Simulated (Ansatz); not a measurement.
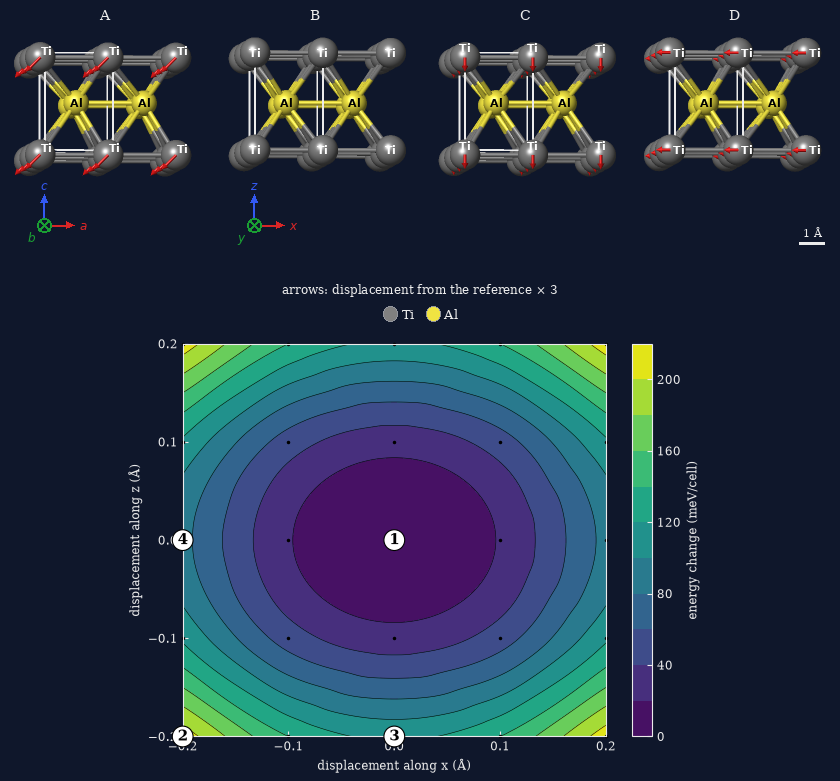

A scan of a crystal of TiAl (P4/mmm): the Ti atom (one in each cell of 2 atoms) is moved over the plane of the Cartesian directions x and z, all else fixed. The map is interpolated between the computed points (dots). The frames are shuffled; each belongs to one numbered point. Style: ball-and-stick. Shown: the cell of the calculation, repeated 2 × 2 × 1 with one cell outlined, nearly along the normal of the scanned plane. Red arrows: displacements from the reference.

These are results of Ansatz, DFT PBE, scalar-relativistic, plane waves, PAW, not measurements. Settings: plane-wave cutoff 420 eV; k-point mesh 16 × 16 × 12; occupations gaussian; smearing width 0.15 eV; no spin polarisation. Energies (free energies at the smearing named) are counted from the cell as listed in its source, which wasn't relaxed.

### Which frame belongs to which numbered point?

Point 1 is frame B, at (0.00, 0.00) and 0.0 meV/cell; 2 is frame A, at (−0.20, −0.20) and 211.2 meV/cell; 3 is frame C, at (0.00, −0.20) and 115.9 meV/cell; 4 is frame D, at (−0.20, 0.00) and 86.1 meV/cell. In pairs of (displacement along x (Å); displacement along z (Å)): the lowest computed point lies at (0.00, 0.00) (0.0 meV/cell), the highest at (−0.20, −0.20), (0.20, 0.20), (0.20, −0.20), (−0.20, 0.20) (211.2 meV/cell).  Over the ranges scanned the energy rises by about as much along both axes.
